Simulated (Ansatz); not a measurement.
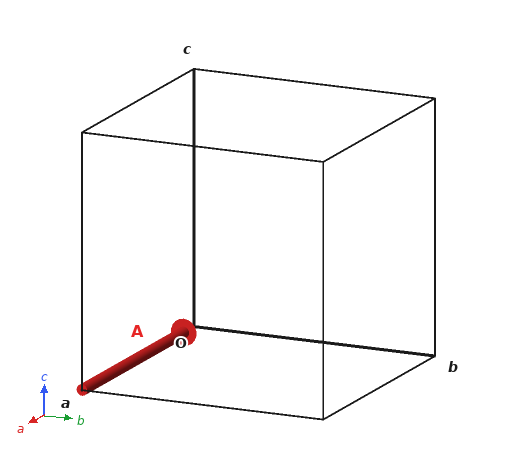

For AlNi, coordinates from a relaxation at fixed volume with DFT PBE, scalar-relativistic, plane waves, PAW in Ansatz: the arrow starts at a corner of the unit cell and ends on its surface; where a tip isn't a corner, dashed lines run from it parallel to the axes. All values are computed from the atomic coordinates in the standard setting (tolerance 0.002 Å).

a = 2.800 Å, b = 2.800 Å, c = 2.811 Å, α = 90.00°, β = 90.00°, γ = 90.00°.

Give [uvw] of the arrow.

Answer. Arrow A runs from (1, 0, 0) to (0, 0, 0), so [−1 0 0].

How long is the vector ua + vb + wc?

Answer. 2.800 Å.
